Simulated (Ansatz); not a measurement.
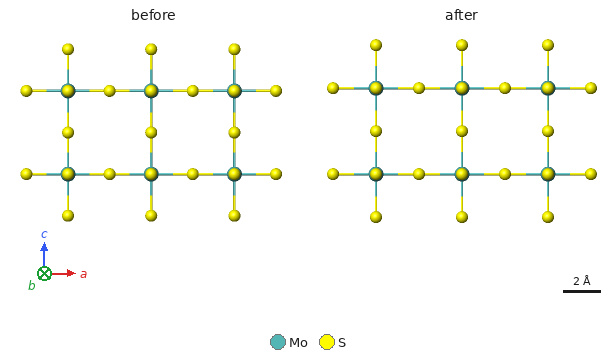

The structure of a crystal of MoS3 (a generated structure, set up in Pm-3m) (coarse preliminary run) before (left) and after (right) a relaxation, at one scale.

Style: ball-and-stick. Shown: the cell of the calculation, repeated 2 × 1 × 1 with one cell outlined, along the b axis.

Case: O → S, W → Mo on all its sites, cell and atoms relaxed.

Computed with DFT PBE+U, scalar-relativistic, plane waves, PAW (Ansatz 0.2.0).

The input:
```yaml
crystal:
  lattice:
    - [4.5369534554, 0.0, 0.0]
    - [0.0, 4.5369534554, 0.0]
    - [0.0, 0.0, 4.5369534554]
  atoms:
    - { symbol: Mo, position: [0.0, 0.0, 0.0] }
    - { symbol: S, position: [0.0, 0.0, 0.5] }
    - { symbol: S, position: [0.0, 0.5, 0.0] }
    - { symbol: S, position: [0.5, 0.0, 0.0] }
basis:
  ecutwfc: 420
kpoints:
  mp_grid: { grid: [4, 4, 4] }
hamiltonian:
  xc: pbe
  hubbard: { sites: [{ species: Mo, l: d, u_eff: 4.38 }] }
scf:
  occupations: { method: gaussian, width: 0.1 }
output:
  forces: true
  stress: true
  eigenvalues: true
relax:
  adjacent_minimum: "off"
  f_tol: 0.05
  max_steps: 60
  cell: { stress_tol: 0.5 }
```

Launched with:
```bash
ansatz run input.yaml --threads 1 --pin off --max-ram 2560MiB --backend cpu --events-out ev --progress --plain --runs-dir out
```

> Summarise the run.

After 1 accepted move (2 points after the start) the energy has fallen by 66.4 meV per atom. All forces vanish by symmetry, so only the cell relaxes. The pressure goes from 9.96 to −0.24 GPa. The SCF was repeated once at an unchanged geometry on a basis and grid sized afresh for the cell, which shifted the energy by 0.2 meV per atom at most. No atom moves by more than 0.005 Å relative to the cell. The drawn cell changes as follows: a = b = c 4.537 → 4.688 Å (+3.3 %); the volume changes by +10.3 %. Among the contacts that change: Mo1–S2 2.268 → 2.344 Å. The space group stays Pm-3m (No. 221).
